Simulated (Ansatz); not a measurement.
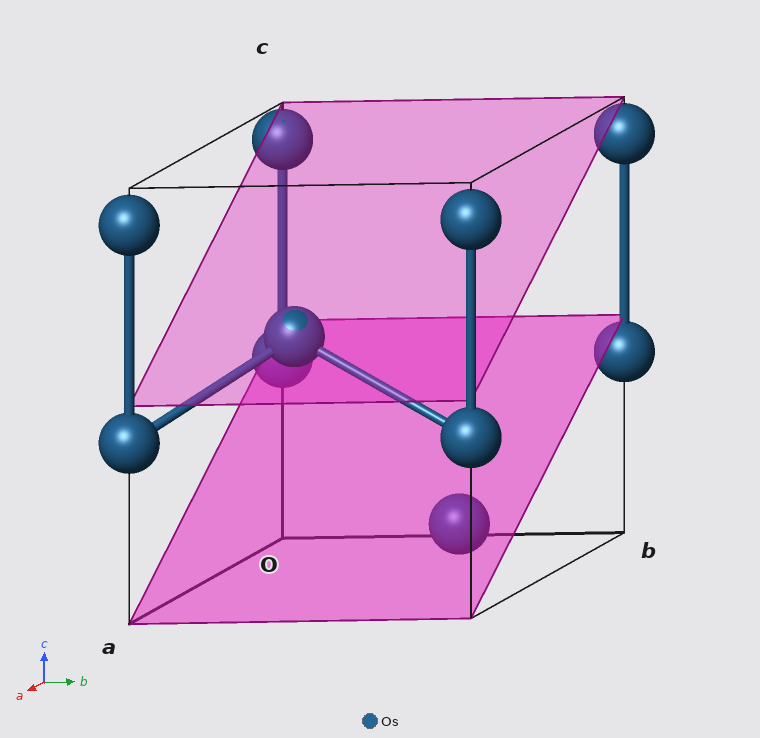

For Os, coordinates from a relaxation with Ansatz 0.2.0, DFT PBE, scalar-relativistic, plane waves, PAW; the starting structure was generated, so it need not be a known form of this composition: every member of one family of equally spaced planes, hx + ky + lz = a whole number, that cuts the unit cell is shaded (one member passes through the origin O, touching the cell only at an edge or corner). Geometry calculated from the standardised cell; symmetry tolerance 0.002 Å.

a = 3.931 Å, b = 3.931 Å, c = 5.212 Å, α = 90.00°, β = 90.00°, γ = 120.00°.

**Which (hkl) family is drawn?**

(1 0 2), in four indices (1 0 −1 2); the opposite sign names the same planes. The member next to the origin meets the axes a at 1, b never, c at 1/2.

**What is the spacing?**

d = 2.069 Å.

**Which atoms of the cell lie in these planes (within 0.03 Å)?**

No atom.

**The space group is P6₃mc, No. 186. How many reflections hkl are equivalent to this one (itself included), and does it occur?**

12 reflections are equivalent in the Laue class 6/mmm. The space group allows the reflection.
